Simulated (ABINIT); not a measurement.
# A GW chain in ABINIT: InP (F-43m)

Aim: the G0W0 gap of InP (F-43m) on PBE, step by step.

Method: PBE and many-body steps on it, plane waves, in ABINIT 10.8.3.

### 1. The structure

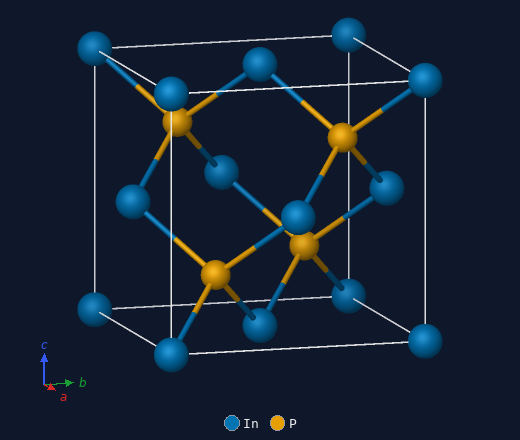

The cell as given, slightly off an axis (indium blue, phosphorus orange). This picture shows the conventional cell, with its axes. Bonds to atoms that aren't drawn are left out. Some periodic images of atoms are drawn too.

The cell and positions come from the Crystallography Open Database and are kept as given unless a step says otherwise.

### 2. Ground state

This step: ABINIT 10.8.3; DFT, PBE, plane waves, norm-conserving pseudopotentials.

The ground-state density comes first.

Contents of run.abi:

```
acell 3*1.0 Angstrom
rprim 
  -0.000000000000 2.934350000000 2.934350000000
  2.934350000000 -0.000000000000 2.934350000000
  2.934350000000 2.934350000000 -0.000000000000
ntypat 2
znucl 49 15
natom 2
typat 1 2
xred 
  0.000000000000 0.000000000000 0.000000000000
  0.250000000000 0.250000000000 0.250000000000
pp_dirpath "pseudos"
pseudos "In.upf, P.upf"
ecut 33
ngkpt 6 6 6
nshiftk 1
shiftk 0 0 0
kptopt 1
chksymbreak 0
nband 18
occopt 1
tolvrs 1e-10
nstep 60
prtwf 0
indata_prefix "in"
outdata_prefix "out"
tmpdata_prefix "tmp"
```

Started as:

```
OMP_NUM_THREADS=1 mpirun -n 4 abinit run.abi > log
```

Numbers of over 12 decimals in the logs are rounded to 6 here.

The program printed:

```text
.Version 10.8.3 of ABINIT. v10.8.2 released Aug 2026.

 Symmetries : space group F-4 3 m (#216); Bravais cF (face-center cubic)
================================================================================
 Values of the parameters that define the memory need of the present run
     intxc =       0    ionmov =       0      iscf =       7    lmnmax =       6
     lnmax =       6     mgfft =      45  mpssoang =       3    mqgrid =    3001
     natom =       2  nloc_mem =       1    nspden =       1   nspinor =       1
    nsppol =       1      nsym =      24    n1xccc =    2501    ntypat =       2
    occopt =       1   xclevel =       2
-    mband =          18        mffmem =           1         mkmem =           4
       mpw =        3104          nfft =       91125          nkpt =          16
================================================================================
  Rough estimation (10% accuracy) of disk space for files :
================================================================================

--------------------------------------------------------------------------------
------------- Echo of variables that govern the present computation ------------
--------------------------------------------------------------------------------
 -outvars: echo values of preprocessed input variables --------
            acell      1.8897261259E+00  1.8897261259E+00  1.8897261259E+00 Bohr

      chksymbreak           0
             ecut      3.30000000E+01 Hartree
-          fftalg         312

              ixc     -101130
              kpt      0.00000000E+00  0.00000000E+00  0.00000000E+00
                       1.66666667E-01  0.00000000E+00  0.00000000E+00
                       3.33333333E-01  0.00000000E+00  0.00000000E+00
                       5.00000000E-01  0.00000000E+00  0.00000000E+00
                       1.66666667E-01  1.66666667E-01  0.00000000E+00
                       3.33333333E-01  1.66666667E-01  0.00000000E+00
                       5.00000000E-01  1.66666667E-01  0.00000000E+00
                      -3.33333333E-01  1.66666667E-01  0.00000000E+00
                      -1.66666667E-01  1.66666667E-01  0.00000000E+00
   [... 5 further rows ...]
                      -3.33333333E-01  3.33333333E-01  1.66666667E-01
                      -3.33333333E-01  5.00000000E-01  1.66666667E-01
         kptrlatt        6    0    0      0    6    0      0    0    6
          kptrlen      4.70518853E+01
P           mkmem           4
            natom           2
            nband          18
            ngfft          45      45      45
             nkpt          16
            nstep          60
             nsym          24
           ntypat           2
              occ      2.000000  2.000000  2.000000  2.000000  2.000000  2.000000
                       2.000000  2.000000  2.000000  2.000000  2.000000  2.000000
                       2.000000  0.000000  0.000000  0.000000  0.000000  0.000000
            prtwf           0
            rprim     -0.0000000000E+00  2.9343500000E+00  2.9343500000E+00
[...]
spgroup         216

           tolvrs      1.00000000E-10

             xred      0.0000000000E+00  0.0000000000E+00  0.0000000000E+00
[...]
znucl       49.00000   15.00000

================================================================================

 chkinp: Checking input parameters for consistency.

================================================================================
== DATASET  1 ==================================================================
-   mpi_nproc: 4, omp_nthreads: 1 (-1 if OMP is not activated)

--- !DatasetInfo
iteration_state: {dtset: 1, }
dimensions: {natom: 2, nkpt: 16, mband: 18, nsppol: 1, nspinor: 1, nspden: 1, mpw: 3104, }
cutoff_energies: {ecut:  33.0, pawecutdg:  -1.0, }
electrons: {nelect:   2.60000000E+01, charge:   0.00000000E+00, occopt:   1.00000000E+00, tsmear:   1.00000000E-02, }

 Real(R)+Recip(G) space primitive vectors, cartesian coordinates (Bohr,Bohr^-1):
 R(1)=  0.0000000  5.5451179  5.5451179  G(1)= -0.0901694  0.0901694  0.0901694
 R(2)=  5.5451179  0.0000000  5.5451179  G(2)=  0.0901694 -0.0901694  0.0901694
 R(3)=  5.5451179  5.5451179  0.0000000  G(3)=  0.0901694  0.0901694 -0.0901694
 Unit cell volume ucvol=  3.4100625E+02 bohr^3
 Angles (23,13,12)=  6.00000000E+01  6.00000000E+01  6.00000000E+01 degrees

 getcut: wavevector=  0.0000  0.0000  0.0000  ngfft=  45  45  45
         ecut(hartree)=     33.000   => boxcut(ratio)=   2.16973

--- Pseudopotential description ------------------------------------------------
- In Generated using ONCVPSP code by D. R. Hamann
- 49.00000  21.00000  171031                  znucl, zion, pspdat
12 -101130 2 -1 1964                          pspcod,pspxc,lmax,lloc,mmax
     nproj     2     2     2
  pspatm : epsatm=   33.77322108
         --- l  ekb(1:nproj) -->
[...]
pspatm: atomic psp has been read  and splines computed

- P Generated using ONCVPSP code by D. R. Hamann
- 15.00000   5.00000  171031                  znucl, zion, pspdat
12 -101130 2 -1 1298                          pspcod,pspxc,lmax,lloc,mmax
     nproj     2     2     2
  pspatm : epsatm=    8.05910421
         --- l  ekb(1:nproj) -->
[...]
2   -3.154982   -0.827415
 pspatm: atomic psp has been read  and splines computed

   1.08764046E+03                                ecore*ucvol(ha*bohr**3)
--------------------------------------------------------------------------------

_setup2: Arith. and geom. avg. npw (full set) are    3085.792    3085.771

================================================================================

--- !BeginCycle
iteration_state: {dtset: 1, }
solver: {iscf: 7, nstep: 60, nline: 4, wfoptalg: 0, }
tolerances: {tolvrs: 1.00E-10, }

     iter   Etot(hartree)      deltaE(h)  residm     vres2
 ETOT  1  -206.02448098893    -2.060E+02 2.006E-01 1.798E+02
 ETOT  2  -206.37957298910    -3.551E-01 7.285E-03 1.860E+01
 ETOT  3  -206.38183846316    -2.265E-03 1.870E-02 7.032E-01
 ETOT  4  -206.38187289972    -3.444E-05 1.332E-03 1.543E-01
 ETOT  5  -206.38188994096    -1.704E-05 5.514E-04 9.235E-03
 ETOT  6  -206.38189219044    -2.249E-06 2.339E-05 2.217E-03
 ETOT  7  -206.38189251365    -3.232E-07 1.575E-05 4.211E-06
 ETOT  8  -206.38189251432    -6.703E-10 7.250E-07 7.024E-08
 ETOT  9  -206.38189251433    -1.236E-11 5.387E-07 2.608E-09
 ETOT 10  -206.38189251434    -3.439E-12 6.526E-08 2.217E-10
 ETOT 11  -206.38189251434    -2.615E-12 1.863E-08 1.083E-11

 At SCF step   11       vres2   =  1.08E-11 < tolvrs=  1.00E-10 =>converged.

 Cartesian components of stress tensor (hartree/bohr^3)
  sigma(1 1)=  3.07171104E-05  sigma(3 2)=  0.00000000E+00
  sigma(2 2)=  3.07171104E-05  sigma(3 1)=  0.00000000E+00
  sigma(3 3)=  3.07171104E-05  sigma(2 1)=  0.00000000E+00

--- !ResultsGS
iteration_state: {dtset: 1, }
comment   : Summary of ground state results
lattice_vectors:
- [ -0.0000000,   5.5451179,   5.5451179, ]
- [  5.5451179,  -0.0000000,   5.5451179, ]
- [  5.5451179,   5.5451179,  -0.0000000, ]
lattice_lengths: [   7.84198,    7.84198,    7.84198, ]
lattice_angles: [ 60.000,  60.000,  60.000, ] # degrees, (23, 13, 12)
lattice_volume:   3.4100625E+02
convergence: {deltae: -2.615E-12, res2:  1.083E-11, residm:  1.863E-08, diffor: null, }
etotal    :  -2.06381893E+02
entropy   :   0.00000000E+00
fermie    :   1.80897190E-01
cartesian_stress_tensor: # hartree/bohr^3
- [  3.07171104E-05,   0.00000000E+00,   0.00000000E+00, ]
- [  0.00000000E+00,   3.07171104E-05,   0.00000000E+00, ]
- [  0.00000000E+00,   0.00000000E+00,   3.07171104E-05, ]
pressure_GPa:  -9.0373E-01
xred      :
- [  0.0000E+00,   0.0000E+00,   0.0000E+00, In]
- [  2.5000E-01,   2.5000E-01,   2.5000E-01,  P]
cartesian_forces: # hartree/bohr
- [  1.51746393E-30,   1.51746393E-30,  -4.55239178E-30, ]
- [ -1.51746393E-30,  -1.51746393E-30,   4.55239178E-30, ]
force_length_stats: {min:   5.03285848E-30, max:   5.03285848E-30, mean:   5.03285848E-30, }

 Integrated electronic density in atomic spheres:
 ------------------------------------------------
 Atom  Sphere_radius  Integrated_density
    1        2.00000         17.83551814
    2        2.00000          2.76432611
================================================================================

 ----iterations are completed or convergence reached----

 Mean square residual over all n,k,spin=   11.300E-11; max=  18.633E-09
 reduced coordinates (array xred) for    2 atoms
       0.000000000000      0.000000000000      0.000000000000
       0.250000000000      0.250000000000      0.250000000000
 rms dE/dt=  2.3800E-29; max dE/dt=  3.3658E-29; dE/dt below (all hartree)
    1       0.000000000000      0.000000000000      0.000000000000
    2      -0.000000000000     -0.000000000000      0.000000000000

 cartesian coordinates (angstrom) at end:
    1      0.000000     0.000000     0.000000
    2      1.467175     1.467175     1.467175

 cartesian forces (hartree/bohr) at end:
    1      0.000000     0.000000    -0.000000
    2     -0.000000    -0.000000     0.000000
 frms,max,avg= 2.9057222E-30 4.5523918E-30   0.000E+00  0.000E+00  0.000E+00 h/b

 cartesian forces (eV/Angstrom) at end:
    1      0.000000     0.000000    -0.000000
    2     -0.000000    -0.000000     0.000000
 frms,max,avg= 1.4941824E-28 2.3409340E-28   0.000E+00  0.000E+00  0.000E+00 e/A
 length scales=  1.889726125908  1.889726125908  1.889726125908 bohr
              =  1.000000000000  1.000000000000  1.000000000000 angstroms
 prteigrs : about to open file out_EIG
 Fermi (or HOMO) energy (hartree) =   0.18090   Average Vxc (hartree)=  -0.34739
 Eigenvalues (hartree) for nkpt=  16  k points:
 kpt#   1, nband= 18, wtk=  0.00463, kpt=  0.0000  0.0000  0.0000 (reduced coord)
  -4.04732   -2.52125   -2.52125   -2.52125   -0.34094   -0.34094   -0.34094   -0.33551
  -0.33551   -0.24140    0.18090    0.18090    0.18090    0.20616    0.33111    0.33111
   0.33111    0.49603
 prteigrs : prtvol=0 or 1, do not print more k-points.

--- !EnergyTerms
iteration_state     : {dtset: 1, }
comment             : Components of total free energy in Hartree
kinetic             :  7.02097974032080E+01
hartree             :  7.45662089227502E+01
xc                  : -3.01399069980933E+01
Ewald energy        : -1.03918092430690E+02
psp_core            :  3.18950299759936E+00
local_psp           : -2.04467737547230E+02
non_local_psp       : -1.58216648618852E+01
total_energy        : -2.06381892514341E+02
total_energy_eV     : -5.61593739138427E+03
band_energy         : -2.65096349818950E+01

 Cartesian components of stress tensor (hartree/bohr^3)
  sigma(1 1)=  3.07171104E-05  sigma(3 2)=  0.00000000E+00
  sigma(2 2)=  3.07171104E-05  sigma(3 1)=  0.00000000E+00
  sigma(3 3)=  3.07171104E-05  sigma(2 1)=  0.00000000E+00

-Cartesian components of stress tensor (GPa)         [Pressure= -9.0373E-01 GPa]
- sigma(1 1)=  9.03728589E-01  sigma(3 2)=  0.00000000E+00
- sigma(2 2)=  9.03728589E-01  sigma(3 1)=  0.00000000E+00
- sigma(3 3)=  9.03728589E-01  sigma(2 1)=  0.00000000E+00

== END DATASET(S) ==============================================================
================================================================================

 -outvars: echo values of variables after computation  --------
           etotal     -2.0638189251E+02
            nband          18
             nkpt          16
          spgroup         216
 [... the other variables as echoed above ...]

 Calculation completed.
```

Elapsed: 11 s, on 4 MPI ranks of Arm Neoverse V2, shared host; peak memory 0.33 GiB.

Numbers from this step:

* total energy: -5615.9374 eV
* gap: 0.6874 eV
* k of the valence top: 0, 0, 0
* k of the conduction bottom: 0, 0, 0
* least direct gap: 0.6874 eV
* pressure: -0.9037 GPa

The gap is direct, at Γ.

The cutoff was set for levels, not for stress, so the pressure can be off by some GPa.

[end of part 1 of 3]

[Paths, hosts, dates, memory and timing lines, banners, echoed tables and standing remarks are left out of the program output.]

[Logs are printed without paths, hosts, clocks, repeated set-up lines and the standing remarks that a program may print on its own settings, such as how far it seeks lower states.]

[Runs of the session that timed out or met a known fault of the program may be left out.]

[Hosts, paths, dates, database ids (printed as entryN), source tags and the programs' standing remarks are cut or masked in the printed files.]

[G0W0 gaps are taken among the corrected bands and points alone; a level outside them can change the order at an edge.]

[Where Ansatz stands beside ABINIT at settings called matched, ABINIT's density can come from a denser mesh and the files from another edition; pairs whose starting gaps differed by over 0.03 eV were left out, so agreement reads better than it is.]
